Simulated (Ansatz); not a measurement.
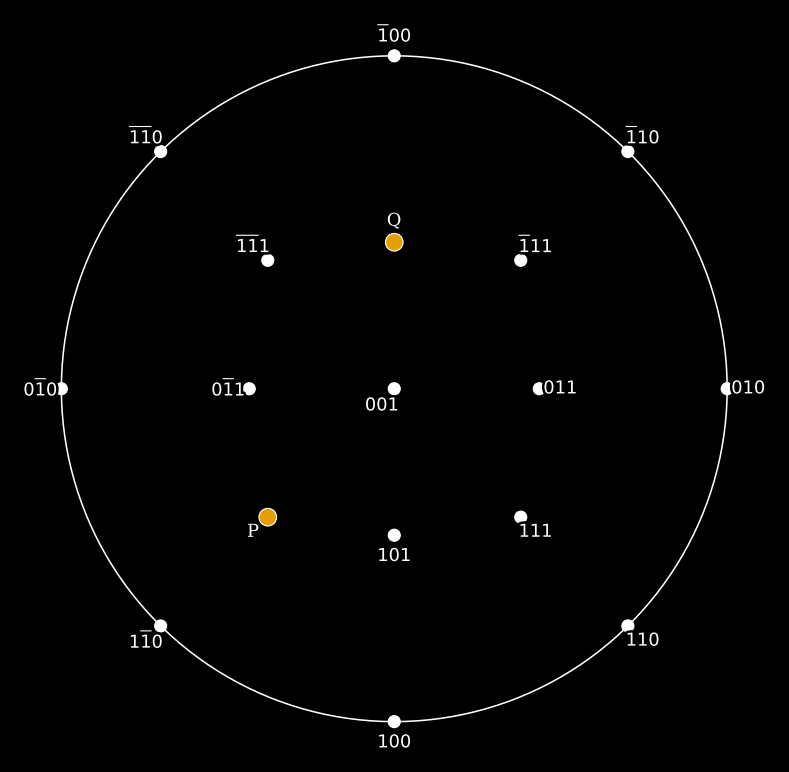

Stereographic projection of plane normals (upper hemisphere) centred on (0 0 1). Crystal: HBr, a calculation's input that goes back to an entry of the Crystallography Open Database (an earlier step may have relaxed or displaced it). All values are computed from the atomic coordinates in the standard setting (tolerance 0.002 Å).

a = 5.555 Å, b = 5.640 Å, c = 6.063 Å, α = 90.00°, β = 90.00°, γ = 90.00°.

Question: Index the poles marked P, Q.

Answer: P is (1 −1 1), 56.9° from the centre; Q is (−1 0 1), 47.5° from the centre.

Question: What is the angle between the normals of (1 0 0) and (−1 0 1), and what are their d_hkl = 1/|g|?

Answer: 137.5°; d = 5.555 Å and 4.096 Å.
